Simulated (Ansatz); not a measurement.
SnO

```xyz
8
Lattice="2.6924 -2.6924 0.0000 2.6924 2.6924 0.0000 0.0000 0.0000 9.8814" Properties=species:S:1:pos:R:3 pbc="T T T"
Sn    2.6924   -1.3467    8.5582
Sn    2.6924    1.3467    1.3231
Sn    2.6924   -1.3457    3.6176
Sn    2.6924    1.3457    6.2638
O     1.3462    0.0005    2.4703
O     4.0386   -0.0005    7.4110
O     1.3462   -0.0005    7.4110
O     4.0386    0.0005    2.4703
```

Space group P4/nmm; a structure from a database of computed crystals, not necessarily the ambient phase.

Level of theory: Ansatz, DFT r2SCAN, scalar-relativistic, plane waves, PAW.

Core electrons are frozen (PAW), and the valence fields are smoothed inside the atomic spheres.

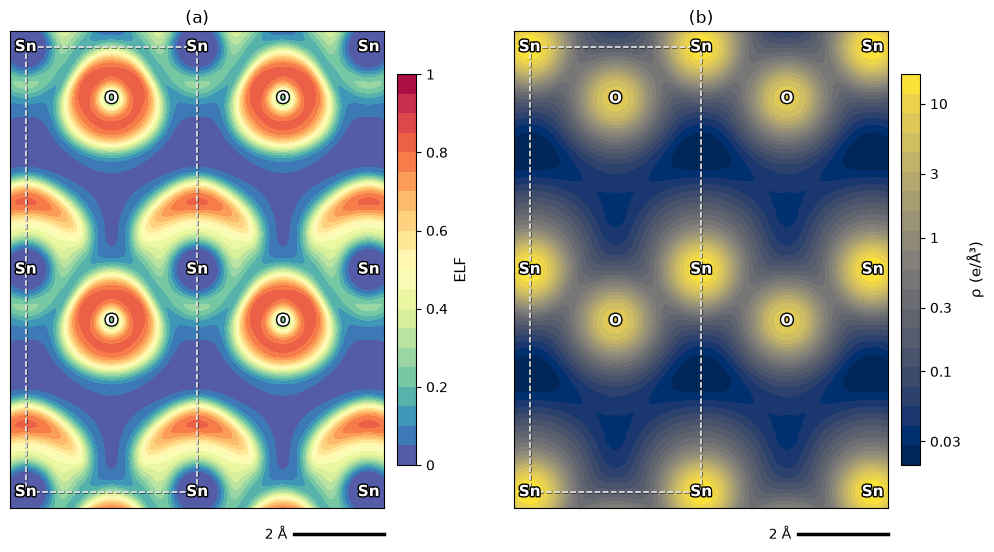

Figure 1. (a) ELF; (b) valence electron density on the (100) plane of the calculation cell.

Read the bonding off the picture.

The plane passes through Sn and O nuclei. Sn–O (2.22 Å): ρ at the midpoint is about 0.47 e/Å³; the ELF peaks at about 0.85 in the valence shell of O, 0.6 Å from its nucleus, and is about 0.20 at the midpoint; no shared electron pair shows on this line. Between the atoms the lowest density in this plane is 0.02 e/Å³.

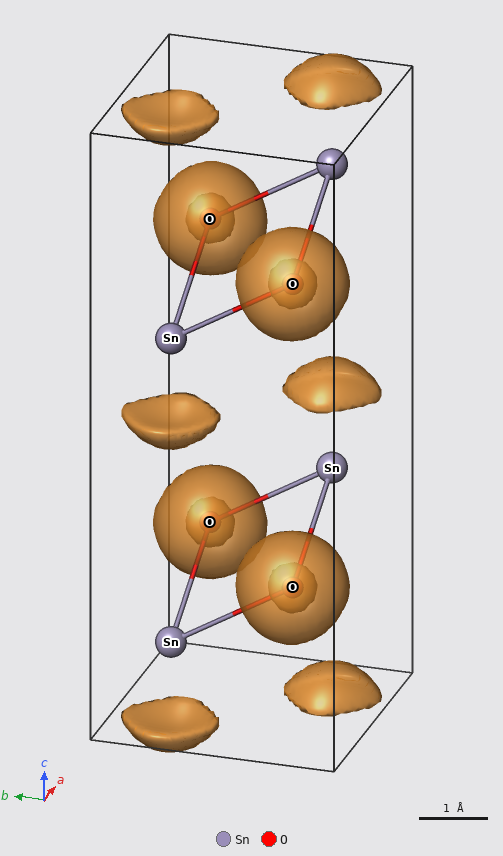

Figure 2. Isosurface of the ELF at 0.7 (orange), seen at an oblique angle. Only the valence region is drawn (cores and ρ < 0.01 e/Å³ removed). Sticks mark near contacts.

Describe the localisation domains.

The surface consists of four lobes on Sn, pointing away from the bonds (lone pairs) and four regions wrapped around O (the valence shell of each), counted in one cell of 8 atoms. Any copies at cell faces, edges or corners count once.

Does the calculation give a band gap?

It is gapped, with a Kohn–Sham gap of 0.37 eV on the k-point mesh (the band edges may lie off the mesh, which would make the gap smaller).
